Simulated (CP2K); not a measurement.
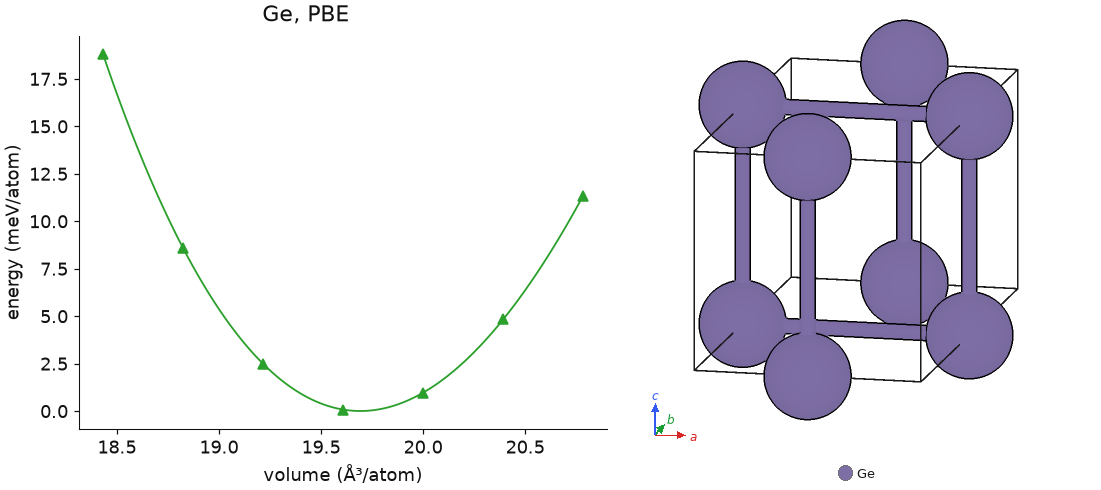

The figure shows the energy against volume for Ge, space group Cmmm (No. 65). The conventional cell is drawn beside the plot.

The given structure:
```
CELL_PARAMETERS angstrom
2.95207 0.00000 0.00000
-1.62959 2.46153 0.00000
0.00000 0.00000 2.69823
ATOMIC_POSITIONS crystal
Ge 0.50000 0.50000 0.00000
```

Computed with CP2K 2026.2: DFT in Gaussian orbitals with a plane-wave density, no spin polarisation; energies at scaled volumes of the given cell, shape and fractions fixed, counted from the fit's minimum, third-order Birch-Murnaghan fit. Level: PBE.

```json
{"setting": "k mesh", "value": "11×11×10"}
{"setting": "occupations", "value": "Fermi–Dirac"}
{"setting": "smearing width", "value": "0.05 eV"}
{"setting": "potentials", "value": "GTH PBE with UZH TZVP basis"}
{"setting": "density cutoff", "value": "6123 eV"}
{"setting": "program settings", "value": "ngrids 4, basis sets Ge TZVP-MOLOPT-PBE-GTH-q4, cutoff ry 450 Ry, rel cutoff ry 60 Ry"}
```

From this curve and the settings, what does the calculation give for the pressure at the same points?

The pressure falls from 5.08 GPa at volume 18.43 Å³/atom to −3.16 GPa at 20.78 Å³/atom, and changes sign near 19.70 Å³/atom.

```csv
volume (Å³/atom),pressure (GPa)
18.43,5.08
18.82,3.30
19.21,1.72
19.61,0.29
20.00,-0.99
20.39,-2.14
20.78,-3.16
```

Note: shape and atomic fractions are frozen while scaling, which makes layered, chain and framework solids too stiff.
